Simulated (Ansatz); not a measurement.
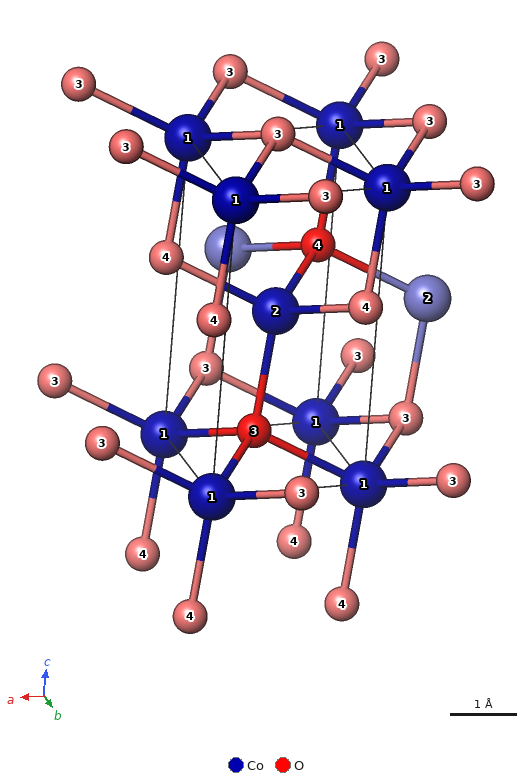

The input geometry (ball-and-stick view of the reduced cell, seen at an oblique angle; neighbours outside the cell are drawn fainter; atoms are numbered from 1 in the order of the input). Near neighbours in the crystal (not all of them lie inside the picture): Co has 4 O at 1.91 to 1.96 Å; O has 4 Co at 1.91 to 1.96 Å.

## CoO: single-point calculation

System: CoO (R3m, 4 atoms in the cell).
Method: DFT PBE, scalar-relativistic, plane waves, PAW, no spin polarisation (Ansatz 0.2.0).

The structure derives from a Materials Project entry. It belongs to a series of runs on one base structure; here: no spin polarisation. Figures and captions count atoms from 1; the log counts them from 0 in places.

Log
```
basis.fft_grid_basis auto: the FFT boxes are laid along the combinations [[1, -1, 0], [0, 1, 0], [0, -1, 1]] of the cell's own vectors, 3.204, 5.456 and 3.204 Å long. The dense box has 24×40×24 points. Along the cell's own vectors, as sized, it would have 40×40×40, 2.78 times as many. Of the 6 symmetry operations that the crystal satisfies within crystal.symmetry.tolerance (time reversal apart; of a slab, those that keep its plane) the dense box along the cell's own vectors carries 6, and the one as laid loses 4 of those. basis.fft_grid_basis: typed keeps the cell's own vectors: state it where this run's energies or levels are differenced outside the engine with another run's, or held beside a run that keeps those vectors. Those combinations have planes normal to reciprocal vector 3, as the cell's own vectors have. Each planar average written beside output.write_density, output.write_potential has a row for each plane of the box: 24. The volumetric files lie along those combinations, not along the cell's own vectors: a cube or XSF file states them, and fields.json those of NumPy files.
Engine: ansatz 0.2.0, x86_64-unknown-linux-gnu
Pseudopotentials: kind: paw
Pseudopotential: Co, paw, valence charge 17, recommended cutoff 420 eV (normal), Co.paw.azcp
Pseudopotential: O, paw, valence charge 6, recommended cutoff 420 eV (normal), O.paw.azcp
Functional definition: PBE
  parameter kappa = 0.804
  parameter beta = 0.06672455060314922
  exchange = pbe_x(kappa = kappa, mu = beta*pi^2/3)
  correlation = pbe_c(beta = beta)
Crystal: 4 atoms, lattice volume = 45.646 Å³
Basis set: ecut = 420 eV, 911 PW (Γ), FFT grids on a1−a2, a2, −a2+a3, exchange–correlation on 48×80×48 points (8 copies of the dense FFT grid, shifted against one another)
Bands: 28, of which v1, the nominal top of the filled ones, is band 23 counted from 1 (22 counted from 0)
Symmetry: 6 space group operations
Space group: R3m (ITA 160), of the structure as read, at distance tolerance 3.6e-5 Å
k-points: 189 of 1728 (time reversal used)
Non-local potential: Co, projectors of the file, l = 0: 3, l = 1: 2, l = 2: 3, l = 3: 1
Non-local potential: O, projectors of the file, l = 0: 2, l = 1: 2, l = 2: 1
PAW form: soft (Blöchl's): semilocal exchange-correlation on the pseudo side does not see the compensation charge
PAW one-centre angular grid: Co, 590 points (default); XC on 64 Gauss nodes
PAW one-centre angular grid: O, 110 points (default); XC on 64 Gauss nodes
Initial density: superposition of atomic densities (neutral atoms: chi_scale 0, normalization atom), corrected by the library's trained network
Initial wavefunctions: pseudopotential atomic-orbital guess
Functional: x = pbe(κ = 0.804, μ = 0.2195149727645171), c = pbe(β = 0.06672455060314922)
SCF iter   1: F=—  HF=-11384.079123 eV  |F-HF|=—  |Δ(HF+E_count)|=         —  Δρ=5.68e-3  dr2=3.43e-3  ethr=1.77e-3  ⟨swp⟩=5.4  Hψ=19768  notcnv=0
preconditioner: auto → LDOS  [metal: Δε(μ)=0.002 eV  Ē_g=7.906 eV  σ=0.010 eV  W_gap=0.09  n_scr=16 (ndim 8)  ℏωp=30.1 eV  f_vac=0.035  D(μ)=4.28/eV (n_scr^D=60)  β→1.0]
SCF iter   2: F=—  HF=-11384.080916 eV  |F-HF|=—  |Δ(HF+E_count)|=   1.79e-3  Δρ=3.35e-3  dr2=2.08e-3  ethr=7.45e-6  ⟨swp⟩=2.4  Hψ=12255  notcnv=0  defer=120
SCF iter   3: F=—  HF=-11384.080560 eV  |F-HF|=—  |Δ(HF+E_count)|=   3.56e-4  Δρ=2.52e-3  dr2=1.23e-3  ethr=4.52e-6  ⟨swp⟩=2.0  Hψ=10353  notcnv=0  defer=120
SCF iter   4: F=—  HF=-11384.080308 eV  |F-HF|=—  |Δ(HF+E_count)|=   2.52e-4  Δρ=1.22e-3  dr2=3.14e-4  ethr=2.68e-6  ⟨swp⟩=2.0  Hψ=6165  notcnv=0  defer=120
SCF iter   5: F=—  HF=-11384.080224 eV  |F-HF|=—  |Δ(HF+E_count)|=   8.40e-5  Δρ=3.44e-4  dr2=2.74e-5  ethr=6.83e-7  ⟨swp⟩=2.7  Hψ=9159  notcnv=0  defer=120
SCF iter   6: F=—  HF=-11384.080285 eV  |F-HF|=—  |Δ(HF+E_count)|=   6.10e-5  Δρ=5.06e-5  dr2=6.81e-7  ethr=5.95e-8  ⟨swp⟩=2.1  Hψ=6633  notcnv=0  defer=120
SCF iter   7: F=-11384.080285 eV  HF=-11384.080285 eV  |F-HF|=2.41e-8  |Δ(HF+E_count)|=   2.80e-7  Δρ=1.05e-5  dr2=1.55e-8  ethr=2.17e-10  ⟨swp⟩=8.4  Hψ=36387  notcnv=0
SCF 1 converged in 7 iterations: F = -11384.080285 eV  dr2 = 1.55e-8
  greatest PAW one-centre occupation: 1.001 electrons in one spin orbital (limit 2), on the Co atom at site 1 (counted from 0), in its partial waves of l = 1
SCF converged after 7 iterations
Free energy (F): -11384.080285 eV
Harris-Foulkes:  -11384.080285 eV  (|F-HF|=2.41e-8)
Internal energy: -11384.080075 eV  (E = F + TS)
E sigma→0 (E₀):  -11384.080180 eV
Entropy (-TS):   -0.000210 eV (-0.053 meV/atom)
Fermi energy:    11.215328 eV
--- Per-component energies (eV) ---
  E_band       = -731.734483
  E_kinetic    = 1239.014867
  E_local      = -7749.965835  (includes V_loc(G=0)·N_el)
  E_nonlocal   = 1022.337773
  E_hartree    = 3199.966629
  E_xc         = -457.303670
  E_vxc        = -587.665944  (∫ρ·V_xc dr)
  E_paw        = -3350.725140  (= ΣΔE_a)
  E_vpaw       = -1055.385810  (= ΣTr[D̂ρ^β])
  E_aug_tail   = 0.005129  (compensation charges beyond the density's cutoff)
  E_ewald      = -5287.409829
  E_smearing   = -0.000210  (= −TS)
  E_closure    = -0.000000  (closes the sum)
  Σ components = -11384.080285   (vs F -11384.080285, Δ=0.00e0)
--- Forces (eV/Å), atoms counted from 1 ---
  atom   1  Co    -0.00000000    -0.00000000     0.19497385
  atom   2  Co     0.00000000    -0.00000000     0.19179011
  atom   3  O      0.00000000     0.00000000    -0.19164454
  atom   4  O      0.00000000     0.00000000    -0.19516531
  max |Σ_I F_I| component: 4.59e-5 eV/Å
--- Stress (GPa, compression-positive) ---
      -15.153836       0.000000       0.000000
        0.000000     -15.153836      -0.000000
        0.000000      -0.000000     -12.629859
  P = ⅓ Tr σ = -14.3125 GPa (-143.125 kbar)
--- Band table (eV; the first three rows and the last of 189) ---
  k-point 0: bands = ["-83.8186", "-83.8166", "-47.2104", "-47.1847", "-47.1041", "-47.1041", "-47.0998", "-47.0998", "-9.1983", "-8.5513", "4.0340", "5.2082", "5.2805", "5.2805", "5.5772", "5.5772", "9.9394", "9.9394", "9.9880", "10.0933", "10.0933", "11.3330", "11.5182", "11.5182", "12.4105", "12.4105", "12.5068", "16.9029"]
  k-point 1: bands = ["-83.8185", "-83.8165", "-47.2099", "-47.1851", "-47.1051", "-47.1043", "-47.1010", "-47.1001", "-9.1622", "-8.5380", "4.0977", "5.1513", "5.2306", "5.2977", "5.5091", "5.5950", "9.9004", "9.9048", "9.9493", "10.0614", "10.1396", "11.4183", "11.5172", "11.5407", "12.3551", "12.3845", "12.4780", "17.1575"]
  k-point 2: bands = ["-83.8183", "-83.8164", "-47.2083", "-47.1861", "-47.1079", "-47.1048", "-47.1042", "-47.1011", "-9.0611", "-8.5032", "4.2745", "4.8595", "5.2732", "5.3271", "5.3454", "5.6391", "9.6875", "9.8157", "9.9814", "9.9920", "10.2437", "11.1849", "11.5009", "11.7619", "12.1931", "12.3071", "12.7090", "17.7943"]
  k-point 188: bands = ["-83.8181", "-83.8172", "-47.1983", "-47.1970", "-47.1023", "-47.1023", "-47.1016", "-47.1016", "-8.8809", "-8.8803", "4.4369", "4.4382", "5.4449", "5.4449", "5.4456", "5.4456", "9.8775", "9.8775", "9.8783", "9.8783", "11.1453", "11.1464", "12.0822", "12.0822", "12.0828", "12.0828", "13.8802", "13.8816"]
```

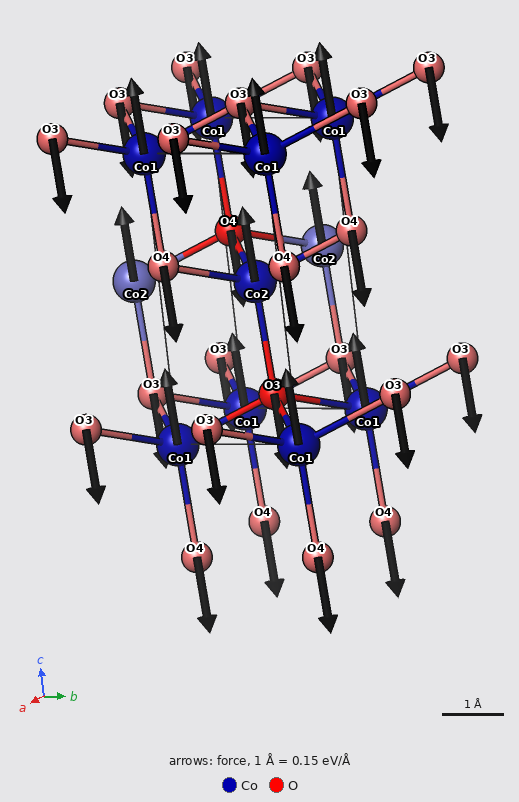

Forces on the atoms as black arrows (ball-and-stick view of the reduced cell, seen slightly off an axis; neighbours outside the cell are drawn fainter; atoms are numbered from 1 in the order of the input). The largest act on O4 (0.20 eV/Å); Co1, Co2 (0.19 eV/Å); O3 (0.19 eV/Å). The geometry is not a stationary point of this energy.

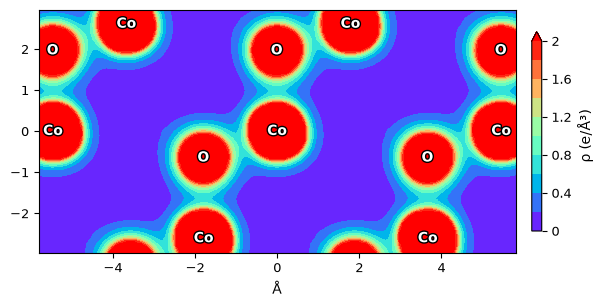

Valence charge density (pseudo) on the (011̄) plane of the calculation cell. Co–O (1.91 Å): the density is about 0.75 e/Å³ at the midpoint. Co–O (1.96 Å): the density is about 0.66 e/Å³ at the midpoint. Away from the nuclei the density in this plane falls to 0.03 e/Å³ at its lowest. In a PAW calculation such maps are meaningful between the atoms, not at the nuclei.

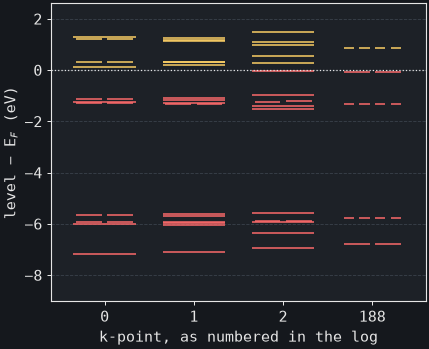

Kohn–Sham levels near the Fermi level (dotted) at the few k-points that the log prints; levels within 0.02 eV of each other stand side by side. The system is metallic on the full mesh.

The run was set up as follows.

Input file
```yaml
crystal:
  lattice:
    - [1.6022198417, 0.9250420569, 5.1329417806]
    - [-1.6022198417, 0.9250420569, 5.1329417806]
    - [0.0, -1.8500841138, 5.1329417806]
  atoms:
    - { symbol: Co, position: [0.99948773, 0.99948773, 0.99948773] }
    - { symbol: Co, position: [0.49949059, 0.49949059, 0.49949059] }
    - { symbol: O, position: [0.37549553, 0.37549553, 0.37549553] }
    - { symbol: O, position: [0.8755255, 0.8755255, 0.8755255] }
basis:
  ecutwfc: 420
kpoints:
  mp_grid: { grid: [12, 12, 12] }
hamiltonian:
  xc: pbe
scf:
  occupations: { method: gaussian, width: 0.01 }
  lower_state_search: "off"
output:
  forces: true
  stress: true
  eigenvalues: true
  write_density: true
  write_potential: true
  elf: true
  volumetric_format: npy
```

Launched with:
```bash
ansatz run input.yaml --threads 1 --pin off --max-ram 2560MiB --backend cpu --events-out ev --progress --plain --runs-dir out
```

Results in brief

| quantity | value |
| --- | --- |
| outcome | converged |
| space group (tolerance 0.01 Å) | R3m (160) |
| electrons treated | 46 |
| free energy | −11384.0803 eV |
| Fermi energy | 11.215 eV |
| gap on the k-point mesh | none (metallic) |
| pressure | −14.31 GPa |
| largest force (length of the vector) | 0.195 eV/Å |
| hardware | 1 thread of Intel Xeon @ 2.50GHz (Skylake/Cascade Lake), 32 GiB of memory available, shared host |
| wall time | 31 s |
| peak memory | 0.54 GiB |

Notes

The run has no spin polarisation, so a magnetic state may lie lower. The cell is under a tension of 14.3 GPa at this level, so it is not at its equilibrium volume.
